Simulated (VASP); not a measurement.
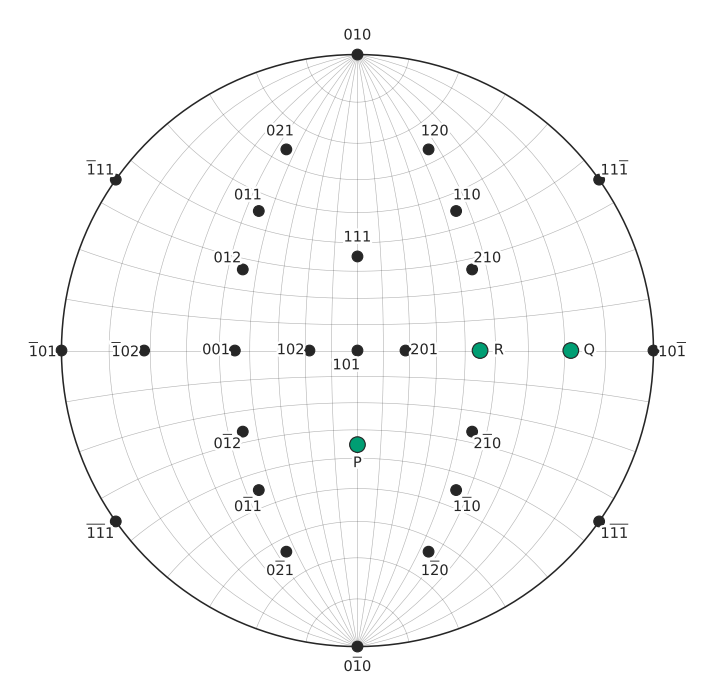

For AlRu, an entry of the Crystallography Open Database, as set up for an electronic-structure calculation: stereographic projection of plane normals (upper hemisphere) centred on (1 0 1). Symmetry computed with spglib at a tolerance of 0.002 Å; standard conventional cell.

a = 2.992 Å, b = 2.992 Å, c = 2.992 Å, α = 90.00°, β = 90.00°, γ = 90.00°.

> Index the poles marked P, Q, R.

P is (1 −1 1), 35.3° from the centre; Q is (2 0 −1), 71.6° from the centre; R is (1 0 0), 45.0° from the centre.

> What is the angle between the normals of (1 1 1) and (1 −1 −1), and what are their d_hkl = 1/|g|?

109.5°; d = 1.727 Å and 1.727 Å.
